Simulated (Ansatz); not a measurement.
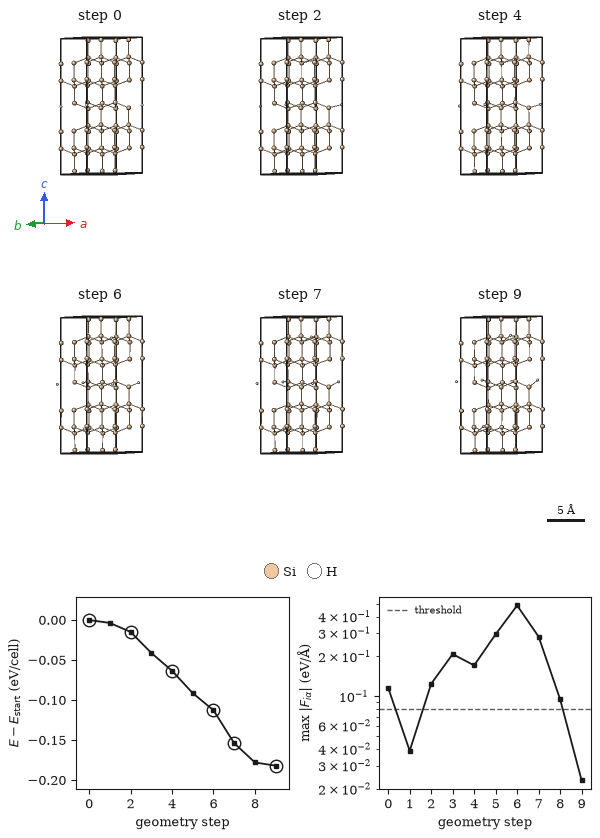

Frames of a relaxation of a defect cell of composition Si16H, marked on the history of the run. The picture is a ball-and-stick view of the conventional cell (3 times the calculation's cell) (origin shifted), seen from a free direction. Lengths and directions refer to the drawn axes.

It is an interstitial H in diamond Si. The run prepares the start of a later molecular dynamics calculation, from a guessed geometry.

These are results of DFT PBE-D3(BJ), scalar-relativistic, plane waves, PAW in Ansatz 0.2.0, not measurements.

Input file:
```yaml
crystal:
  lattice:
    - [0.0, 5.43, 5.43]
    - [5.43, 0.0, 5.43]
    - [5.43, 5.43, 0.0]
  atoms:
    - { symbol: Si, position: [0.0, 0.0, 0.0] }
    - { symbol: Si, position: [0.125, 0.125, 0.125] }
    - { symbol: Si, position: [0.0, 0.0, 0.5] }
    - { symbol: Si, position: [0.125, 0.125, 0.625] }
    - { symbol: Si, position: [0.0, 0.5, 0.0] }
    - { symbol: Si, position: [0.125, 0.625, 0.125] }
    - { symbol: Si, position: [0.0, 0.5, 0.5] }
    - { symbol: Si, position: [0.125, 0.625, 0.625] }
    - { symbol: Si, position: [0.5, 0.0, 0.0] }
    - { symbol: Si, position: [0.625, 0.125, 0.125] }
    - { symbol: Si, position: [0.5, 0.0, 0.5] }
    - { symbol: Si, position: [0.625, 0.125, 0.625] }
    - { symbol: Si, position: [0.5, 0.5, 0.0] }
    - { symbol: Si, position: [0.625, 0.625, 0.125] }
    - { symbol: Si, position: [0.5, 0.5, 0.5] }
    - { symbol: Si, position: [0.625, 0.625, 0.625] }
    - { symbol: H, position: [0.8156407, 0.3199868, 0.8105207], spin: 1.0 }
magnetization:
  spin_polarized: true
basis:
  ecutwfc: 420.0
kpoints:
  mp_grid: { grid: [2, 2, 2] }
hamiltonian:
  xc: pbe
  dispersion: d3bj
scf:
  occupations: { method: fermi_dirac, width: 0.02 }
  lower_state_search: "off"
relax:
  f_tol: 0.08
  max_steps: 25
  adjacent_minimum: "off"
```

Launched with:
```bash
ansatz run input.yaml --threads 1 --pin off --max-ram 3072MiB --backend cpu --events-out ev --progress --plain --runs-dir out
```

What happens along the run?

Answer. The atom that moves furthest is H17 (0.93 Å along [−2 2 1]). Largest moves by element: H 0.93 Å, Si 0.08 Å. The lattice vectors keep their values. Among the contacts that change: Si7–H17 2.210 → 1.685 Å, Si16–H17 2.231 → 1.991 Å, Si4–Si7 2.351 → 2.383 Å, Si4–Si11 2.351 → 2.335 Å. New bonds form: Si7–H17 (2.21 → 1.68 Å). Among the angles between lasting bonds that change: Si4–Si11–Si16 109.5° → 106.9°. The energy falls by 0.182 eV per cell of the calculation in 9 geometry steps. The largest force component goes from 0.12 to 0.023 eV/Å. The forces were under the threshold at step 1, but the run went on from there. The program noted that the starting moments weren't kept. The run took roughly 70 core-seconds on a shared host. From step 0 to 2: H17 moves most (0.16 Å), energy −14.8 meV per cell of the calculation. From step 2 to 4: H17 moves most (0.28 Å), energy −48.6 meV per cell of the calculation. From step 4 to 6: H17 moves most (0.31 Å), energy −49.3 meV per cell of the calculation. From step 6 to 7: H17 moves most (0.15 Å), energy −41.2 meV per cell of the calculation. From step 7 to 9: H17 moves most (0.26 Å), energy −28.1 meV per cell of the calculation.

Limits of the set-up: the k-point mesh is coarse for a cell with partly filled bands; the periodic images lie only 7.7 Å apart, so the values are limited by the cell's size.
